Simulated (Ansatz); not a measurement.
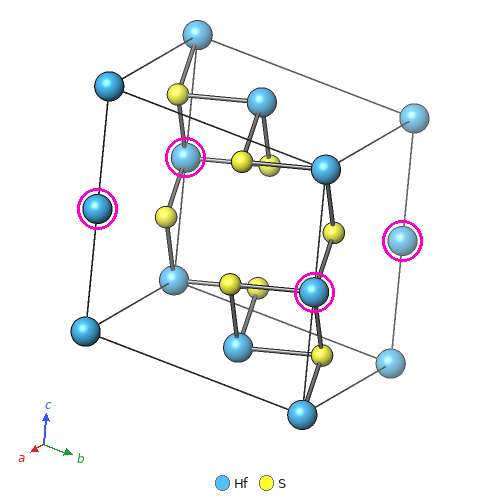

The system is HfS₂ (P-3m1 phase) with one Hf vacancy (11 atoms in the cell, cell charge −4); the picture shows the reference structure. An atom moved over a plane that holds its own site and a neighbouring vacancy (x along [1 −1 2], y along [1 3 2], z along [−1 0 0] of the conventional cell). First axis: path of Hf1 from its site (0) to the vacancy (1), 3.593 Å. Second axis: shift of Hf1 across the path, along the Cartesian direction [2 1 0]. Nothing is relaxed (all other atoms held at the sites of the perfect crystal). Grid: 11 × 9 points; 18 points were computed and 61 follow by symmetry. At 20 points there is no value (left out of the scan, as a rule where atoms come close). Points are written as (first, second). Energies are in eV per cell, from the lowest grid point. The band gap closes in part of the range. The cell is charged on a uniform background, without a charge correction. All numbers below come from DFT PBEsol, scalar-relativistic, plane waves, PAW in Ansatz 0.2.0. Settings: cutoff 420 eV, k-mesh 4×4×4, gaussian smearing 0.05 eV, no spin polarisation.

Range: path of Hf1 from its site (0) to the vacancy (1), 3.593 Å from −0.125 to 1.125; shift of Hf1 across the path, along the Cartesian direction [2 1 0] from −0.700 to 0.700 Å.

Question: Predict the map.

Answer: The lowest grid point is at (0.000, 0.000 Å) [nearest 6 S at 2.53 Å]; the map holds 2 wells of about this depth. It is the only kind of minimum in the scanned range. The highest grid point, (0.500, 0.000 Å) [nearest 2 S at 1.78 Å], lies 15.2 eV above the lowest.

```tsv
second ↓, first →	−0.125	0.000	0.125	0.250	0.375	0.500	0.625	0.750	0.875	1.000	1.125
0.700	5.1	3.7	5.1	10.7	–	–	–	10.7	5.1	3.7	5.1
0.525	3.2	1.8	3.2	8.3	–	–	–	8.3	3.2	1.8	3.2
0.350	1.9	0.7	1.9	6.4	–	–	–	6.4	1.9	0.7	1.9
0.175	1.1	0.2	1.1	5.2	12.2	–	12.2	5.2	1.1	0.2	1.1
0.000	0.9	0.0	0.9	4.8	11.6	15.2	11.6	4.8	0.9	0.0	0.9
−0.175	1.1	0.2	1.1	5.2	12.2	–	12.2	5.2	1.1	0.2	1.1
−0.350	1.9	0.7	1.9	6.4	–	–	–	6.4	1.9	0.7	1.9
−0.525	3.2	1.8	3.2	8.3	–	–	–	8.3	3.2	1.8	3.2
−0.700	5.1	3.7	5.1	10.7	–	–	–	10.7	5.1	3.7	5.1
```

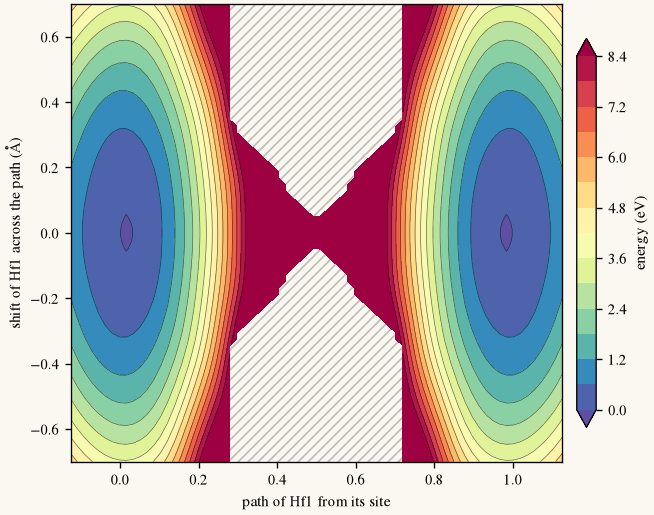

In the figure: filled contours, one colour for all values above the top of the scale, hatched blanks where no value was computed. Between grid points the surface is interpolated.

Each point was launched as `ansatz run input.yaml --threads 4 --pin off --max-ram 8192MiB --backend cpu --events-out ev --progress --plain --runs-dir out`. The whole map (18 points run) took 5.4 min on 4 threads of Intel(R) Xeon(R) Platinum 8488C (Sapphire Rapids) (shared host).
